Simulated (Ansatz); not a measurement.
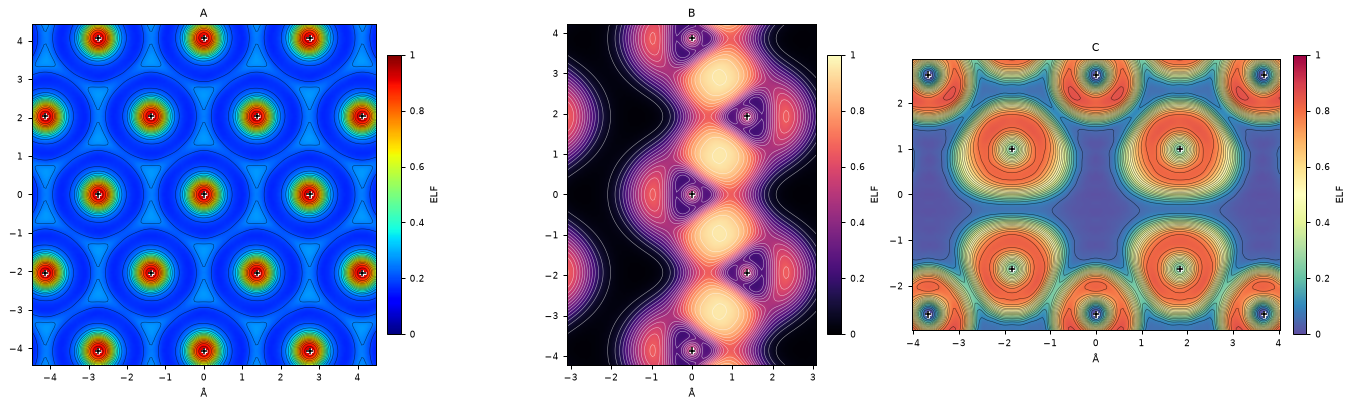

The electron localisation function of 3 systems, each on a plane through atoms (crosses mark nuclei in the plane).

All numbers below come from DFT PBE, scalar-relativistic, plane waves, PAW (Ansatz 0.2.0).

System 1: Cu, the (11̄0) plane of the conventional cell. Space group I4/mmm; a structure from a database of computed crystals, not necessarily the ambient phase; computed pressure about 7 GPa in this cell; computed without spin polarisation.

```
Cu
1.0
     2.88559    0.00000    0.00000
     0.00000    2.88559    0.00000
     0.00000    0.00000    2.75216
Cu
2
Direct
  0.00000 0.00000 0.00000
  0.50000 0.50000 0.50000
```

System 2: ZrO₂, the (010) plane of the conventional cell. Space group P4₂/nmc; a structure from a database of computed crystals, not necessarily the ambient phase; changed on purpose from its base cell (biaxial strain in the a-b plane, c and atoms relaxed: +1.5 %); computed pressure about −5 GPa in this cell.

```
CELL_PARAMETERS angstrom
3.67532 0.00000 0.00000
0.00000 3.67532 0.00000
0.00000 0.00000 5.25296
ATOMIC_POSITIONS crystal
Zr 0.00000 0.00000 0.00000
Zr 0.50000 0.50000 0.50000
O 0.00000 0.50000 0.30979
O 0.00000 0.50000 0.80979
O 0.50000 0.00000 0.69021
O 0.50000 0.00000 0.19021
```

System 3: Si, the (011) plane of the conventional cell. Space group Fd-3m; a structure from a database of computed crystals, not necessarily the ambient phase.

```
CELL_PARAMETERS angstrom
5.47009 0.00000 0.00000
0.00000 5.47009 0.00000
0.00000 0.00000 5.47009
ATOMIC_POSITIONS crystal
Si 0.25000 0.25000 0.25000
Si 0.75000 0.75000 0.25000
Si 0.75000 0.25000 0.75000
Si 0.25000 0.75000 0.75000
Si 0.00000 0.00000 0.00000
Si 0.50000 0.50000 0.00000
Si 0.50000 0.00000 0.50000
Si 0.00000 0.50000 0.50000
```

Question: Which map belongs to which system?

Answer: Panel A is system 1, Cu: the plane holds Cu. Cu–Cu (2.46 Å): the ELF is about 0.20 at the midpoint: no localised pair shows between them. Panel B is system 3, Si: the plane holds Si. Si–Si (2.37 Å): the ELF peaks at about 0.95 between the atoms, as expected for localised, covalent bonding. Panel C is system 2, ZrO₂: the plane holds Zr and O. Zr–O (2.09 Å): the ELF peaks at about 0.85 in the valence shell of O, 0.6 Å from its nucleus, and drops to about 0.25 between the two atoms; no localised pair shows between them.
